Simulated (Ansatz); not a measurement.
Single-point calculation, with input and output: Si32C33 (charge −1) (part 2 of 2)

Si32C33 (defect cell, 65 atoms in the cell, total charge −1); DFT, r2SCAN, PAW, plane waves (Ansatz 0.2.0); cutoff 500 eV, 1×1×1 k-mesh, Fermi–Dirac smearing of 0.01 eV. 

**Output, continued**
```
  k-point 0 ↑: bands = ["-6.8516", "-6.2258", "-5.7166", "-5.6559", "-5.2747", "-4.9216", "-4.8705", "-4.5337", "-4.1752", "-4.1317", "-4.0844", "-3.8012", "-3.4977", "-3.4729", "-3.4537", "-3.4091", "-3.3718", "-3.2192", "-3.0778", "-3.0365", "-2.6607", "-2.4950", "-2.4562", "-2.2885", "-2.1355", "-2.1211", "-2.0428", "-1.9487", "-1.9273", "-1.8979", "-1.8576", "-1.8390", "0.3104", "0.8936", "1.0112", "1.3216", "1.5515", "1.6866", "1.7337", "1.7487",
      "1.9213", "1.9532", "1.9749", "2.0001", "2.0085", "2.0290", "2.0465", "2.0935", "2.4057", "2.4863", "2.5681", "2.5845", "2.5937", "2.6692", "3.5870", "3.6900", "3.9312", "3.9623", "4.0232", "4.0357", "4.0651", "4.1319", "4.1787", "4.1966", "4.2423", "4.2913", "4.4806", "4.5146", "4.5550", "4.9792", "5.0987", "5.2048", "5.2795", "5.3851", "5.5579", "5.5959", "5.6417", "5.6609", "5.7401", "5.7806",
      "5.8203", "5.8399", "5.8527", "5.8621", "5.9050", "5.9382", "5.9949", "6.2540", "6.2814", "6.3594", "6.3712", "6.4205", "6.4641", "6.7875", "6.8728", "6.9139", "6.9625", "7.0172", "7.0479", "7.0697", "7.1719", "7.2033", "7.2970", "7.3407", "7.3559", "7.3939", "7.4193", "7.4390", "7.4523", "7.4823", "7.5070", "7.7355", "7.7898", "7.8501", "7.9072", "8.0000", "8.0576", "8.1216", "8.2134", "8.3741",
      "8.3892", "8.4189", "8.4507", "8.6979", "8.7717", "8.8186", "8.9706", "9.1878", "9.2404", "10.6945", "11.3273", "11.9890", "12.3108", "12.5620", "13.3904", "13.5040", "13.6626", "13.9660", "14.1243", "14.1674", "14.2353", "14.2771", "14.3260", "14.3515", "14.4534", "14.6932", "15.0132", "15.1362", "15.1649", "15.2256", "15.2538", "15.2657", "15.3197", "15.3416", "15.4059", "15.4377", "15.5365", "15.6020", "15.6858", "15.7442",
      "15.9778", "16.1265", "16.2748", "16.3259", "16.4326", "16.5149", "16.5907", "16.9273", "17.0249", "17.1572", "17.1920", "17.2711", "17.3861", "17.4297", "17.4680", "17.4902", "17.5097", "17.5402", "17.5637", "17.5937", "17.6392", "17.6596", "17.6839", "17.7249", "17.7709", "17.8463", "17.9508", "17.9745", "17.9882", "18.0508", "18.0951", "18.1150", "18.1497", "18.1603", "18.2038", "18.2379", "18.2750"]
  k-point 0 ↓: bands = ["-6.6762", "-6.1114", "-5.7007", "-5.6492", "-5.2265", "-4.9074", "-4.8636", "-4.4952", "-4.1618", "-4.1139", "-4.0777", "-3.7841", "-3.4840", "-3.4616", "-3.4449", "-3.3905", "-3.3671", "-3.2119", "-3.0634", "-3.0291", "-2.6401", "-2.4818", "-2.4495", "-2.2764", "-2.1227", "-2.1119", "-2.0339", "-1.9378", "-1.9225", "-1.8849", "-1.8496", "-1.8332", "0.5661", "0.9121", "1.0329", "1.4138", "1.5840", "1.7159", "1.7499", "1.7957",
      "1.9630", "1.9648", "1.9858", "2.0060", "2.0202", "2.0356", "2.0593", "2.1053", "2.4264", "2.5102", "2.5865", "2.5982", "2.6107", "2.6785", "3.6616", "3.7337", "3.9695", "4.0034", "4.0318", "4.0555", "4.0752", "4.1449", "4.1858", "4.2318", "4.2649", "4.3094", "4.4960", "4.5352", "4.5742", "5.0255", "5.1372", "5.2231", "5.3233", "5.4256", "5.5758", "5.6175", "5.6595", "5.6752", "5.7603", "5.7986",
      "5.8309", "5.8523", "5.8643", "5.8783", "5.9304", "5.9670", "6.0141", "6.2638", "6.2913", "6.3688", "6.3879", "6.4382", "6.4975", "6.8212", "6.8988", "6.9323", "6.9822", "7.0554", "7.0727", "7.0983", "7.1840", "7.2094", "7.3096", "7.3626", "7.3793", "7.4001", "7.4283", "7.4486", "7.4605", "7.5068", "7.5292", "7.7507", "7.8056", "7.8692", "7.9174", "8.0267", "8.0736", "8.1290", "8.2401", "8.3903",
      "8.4027", "8.4254", "8.4619", "8.7239", "8.7853", "8.8300", "9.0420", "9.2063", "9.2868", "10.8383", "12.0041", "12.1357", "12.5905", "13.0470", "13.4107", "13.5320", "13.7282", "13.9843", "14.1480", "14.1804", "14.2523", "14.2914", "14.3405", "14.3674", "14.5308", "14.7178", "15.0306", "15.1531", "15.1795", "15.2397", "15.2664", "15.2769", "15.3359", "15.3522", "15.4304", "15.4531", "15.5517", "15.6251", "15.7030", "15.7667",
      "16.0264", "16.1547", "16.2905", "16.3388", "16.4505", "16.5408", "16.6314", "16.9443", "17.0517", "17.1737", "17.2169", "17.2821", "17.3998", "17.4389", "17.4771", "17.4983", "17.5199", "17.5528", "17.5730", "17.6077", "17.6525", "17.6700", "17.6965", "17.7401", "17.7860", "17.8595", "17.9622", "17.9855", "17.9990", "18.0617", "18.1036", "18.1286", "18.1639", "18.1707", "18.2176", "18.2549", "18.2850"]
--- Löwdin populations: 65 sites ---
  site symbol       q [e]    m [muB]
     0     Si      2.9077     0.0015
     1     Si      2.8932     0.0116
     2     Si      2.9085     0.0006
     3     Si      2.8980     0.0035
     4     Si      2.9004     0.0050
     5     Si      2.8954     0.0017
     6     Si      2.9002     0.0031
     7     Si      2.8608     0.0225
     8     Si      2.9073     0.0012
     9     Si      2.8934     0.0002
    10     Si      2.9105     0.0006
    11     Si      2.9065     0.0023
    12     Si      2.9052     0.0106
    13     Si      2.9072     0.0023
    14     Si      2.9062     0.0019
    15     Si      2.9216    -0.0256
    16     Si      2.9096     0.0011
    17     Si      2.9063     0.0010
    18     Si      2.9124     0.0010
    19     Si      2.9038    -0.0001
    20     Si      2.9056     0.0170
    21     Si      2.8940    -0.0007
    22     Si      2.9017     0.0038
    23     Si      2.8830     0.0372
    24     Si      2.9085     0.0013
    25     Si      2.9070     0.0017
    26     Si      2.9123     0.0014
    27     Si      2.8993     0.0003
    28     Si      2.9049     0.0026
    29     Si      2.8967     0.0015
    30     Si      2.9019     0.0029
    31     Si      2.8285    -0.0066
    32      C      5.0307     0.0005
    33      C      5.0501     0.0142
    34      C      5.0375     0.0006
    35      C      5.0278    -0.0003
    36      C      5.0474     0.0024
    37      C      5.0209    -0.0007
    38      C      5.0267     0.0000
    39      C      4.7611     0.0294
    40      C      5.0264     0.0017
    41      C      5.0375     0.0341
    42      C      5.0327     0.0024
    43      C      5.0242     0.0002
    44      C      5.0315     0.0019
    45      C      5.0322     0.0004
    46      C      5.0377     0.0018
    47      C      5.0274     0.0564
    48      C      5.0300    -0.0014
    49      C      5.0318    -0.0019
    50      C      5.0222    -0.0021
    51      C      5.0419    -0.0016
    52      C      5.0347    -0.0019
    53      C      5.0344    -0.0006
    54      C      5.0413    -0.0009
    55      C      5.0271    -0.0016
    56      C      5.0292     0.0017
    57      C      5.0277     0.0010
    58      C      5.0342     0.0006
    59      C      5.0314     0.0006
    60      C      5.0258     0.0000
    61      C      5.0321     0.0080
    62      C      5.0142     0.0196
    63      C      5.0237     0.0015
    64      C      4.6032     0.6701
  spilling = 0.010980 (of n_electrons = 261.000000)
```

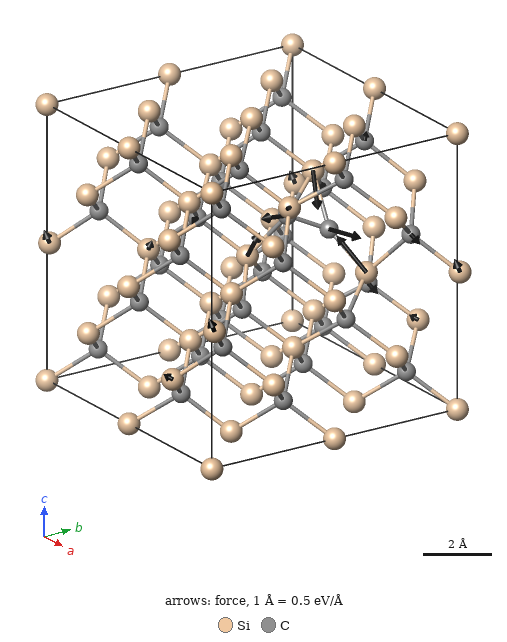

**Figure 1.** Forces on the atoms as black arrows (ball-and-stick view of the cell of the calculation, seen at an oblique angle); the smallest are left out. The largest act on Si16 (0.71 eV/Å); Si32 (0.66 eV/Å); C65 (0.53 eV/Å); C40 (0.47 eV/Å), among others. Atoms are counted from 1 in the order of the input and aren't labelled in the picture. 

The run was set up as follows.

**Input**
```yaml
crystal:
  lattice:
    - [8.713706, 0.000000, 0.000000]
    - [0.000000, 8.713706, 0.000000]
    - [0.000000, 0.000000, 8.713706]
  atoms:
    - { symbol: Si, position: [0.000367, 0.999566, 0.998905] }
    - { symbol: Si, position: [0.007460, 0.005718, 0.497930] }
    - { symbol: Si, position: [0.999589, 0.499579, 0.000228] }
    - { symbol: Si, position: [0.000205, 0.500061, 0.500473] }
    - { symbol: Si, position: [0.499929, 0.998343, 0.002070] }
    - { symbol: Si, position: [0.502363, 0.994436, 0.500731] }
    - { symbol: Si, position: [0.498302, 0.498771, 0.000714] }
    - { symbol: Si, position: [0.490987, 0.486660, 0.503127], spin: 0.167 }
    - { symbol: Si, position: [0.249497, 0.248743, 0.000905] }
    - { symbol: Si, position: [0.248239, 0.246682, 0.500208] }
    - { symbol: Si, position: [0.247331, 0.749388, 0.002679] }
    - { symbol: Si, position: [0.249492, 0.748987, 0.501361] }
    - { symbol: Si, position: [0.750010, 0.246607, 0.001552] }
    - { symbol: Si, position: [0.749733, 0.248286, 0.500658] }
    - { symbol: Si, position: [0.748831, 0.748371, 0.000177] }
    - { symbol: Si, position: [0.777958, 0.778372, 0.472119], spin: 0.167 }
    - { symbol: Si, position: [0.251547, 0.999577, 0.249843] }
    - { symbol: Si, position: [0.246892, 0.998742, 0.750628] }
    - { symbol: Si, position: [0.250216, 0.499919, 0.251032] }
    - { symbol: Si, position: [0.248998, 0.498431, 0.752501] }
    - { symbol: Si, position: [0.752167, 0.006221, 0.242634] }
    - { symbol: Si, position: [0.749658, 0.995243, 0.748118] }
    - { symbol: Si, position: [0.749611, 0.500449, 0.250850] }
    - { symbol: Si, position: [0.748625, 0.485172, 0.760663], spin: 0.167 }
    - { symbol: Si, position: [0.001074, 0.251031, 0.249291] }
    - { symbol: Si, position: [0.000055, 0.248944, 0.750457] }
    - { symbol: Si, position: [0.004503, 0.750560, 0.245885] }
    - { symbol: Si, position: [0.000558, 0.748941, 0.748259] }
    - { symbol: Si, position: [0.500004, 0.248649, 0.250484] }
    - { symbol: Si, position: [0.498686, 0.244709, 0.751737] }
    - { symbol: Si, position: [0.502489, 0.749489, 0.250736] }
    - { symbol: Si, position: [0.494634, 0.751231, 0.754955], spin: 0.167 }
    - { symbol: C, position: [0.125249, 0.124373, 0.125565] }
    - { symbol: C, position: [0.126076, 0.127068, 0.626184] }
    - { symbol: C, position: [0.125497, 0.624014, 0.125455] }
    - { symbol: C, position: [0.125353, 0.623283, 0.625679] }
    - { symbol: C, position: [0.624669, 0.126868, 0.123719] }
    - { symbol: C, position: [0.625350, 0.122132, 0.625426] }
    - { symbol: C, position: [0.625144, 0.623490, 0.125543] }
    - { symbol: C, position: [0.592403, 0.580810, 0.661419], spin: 0.167 }
    - { symbol: C, position: [0.374333, 0.373951, 0.126942] }
    - { symbol: C, position: [0.368201, 0.365373, 0.628248] }
    - { symbol: C, position: [0.375033, 0.873676, 0.126602] }
    - { symbol: C, position: [0.370041, 0.874776, 0.626632] }
    - { symbol: C, position: [0.874674, 0.374907, 0.125543] }
    - { symbol: C, position: [0.875111, 0.374269, 0.625338] }
    - { symbol: C, position: [0.876554, 0.875038, 0.123388] }
    - { symbol: C, position: [0.889185, 0.884855, 0.623010] }
    - { symbol: C, position: [0.376087, 0.123393, 0.376506] }
    - { symbol: C, position: [0.373388, 0.121705, 0.877024] }
    - { symbol: C, position: [0.377559, 0.623980, 0.378599] }
    - { symbol: C, position: [0.368396, 0.624950, 0.881811] }
    - { symbol: C, position: [0.877166, 0.126780, 0.373886] }
    - { symbol: C, position: [0.874682, 0.123461, 0.874511] }
    - { symbol: C, position: [0.882305, 0.625007, 0.369207] }
    - { symbol: C, position: [0.873287, 0.623589, 0.873261] }
    - { symbol: C, position: [0.125532, 0.374891, 0.375958] }
    - { symbol: C, position: [0.123886, 0.373630, 0.876886] }
    - { symbol: C, position: [0.127326, 0.875269, 0.373912] }
    - { symbol: C, position: [0.123797, 0.873702, 0.876196] }
    - { symbol: C, position: [0.625445, 0.374844, 0.376449] }
    - { symbol: C, position: [0.622369, 0.365682, 0.882704] }
    - { symbol: C, position: [0.628131, 0.886321, 0.361243] }
    - { symbol: C, position: [0.624711, 0.873897, 0.879187] }
    - { symbol: C, position: [0.642326, 0.717605, 0.598257], spin: 0.167 }
  symmetry: { detect: false }
kpoints:
  mp_grid: { grid: [1, 1, 1], shift: [0.25, 0.25, 0.25] }
hamiltonian:
  xc: r2scan
total_charge: -1
magnetization:
  spin_polarized: true
scf:
  occupations: { method: fermi_dirac, width: 0.01 }
output:
  forces: true
  eigenvalues: true
  populations: true
  charged_corrections: { epsilon: 9.7 }
  eigenstates: { kpoints: [[0.25, 0.25, 0.25]], e_range: [-6.0, 6.0], localisation: true }
```

**Key numbers**

| quantity | value |
| --- | --- |
| outcome | converged |
| electrons treated | 261 |
| free energy | −28756.2453 eV |
| Fermi energy | 11.657 eV |
| net moment of the cell | 1.00 μB |
| largest force (length of the vector) | 0.706 eV/Å |
| hardware | 7 threads of Arm Neoverse-V2, shared host |
| wall time | 52 s (CPU time 5.7 min) |
| peak memory | 2.9 GiB |

**Notes**

The program warns: the state was not tested for a lower one. The k-point mesh is coarse for a cell of this size, so the results may not be converged.
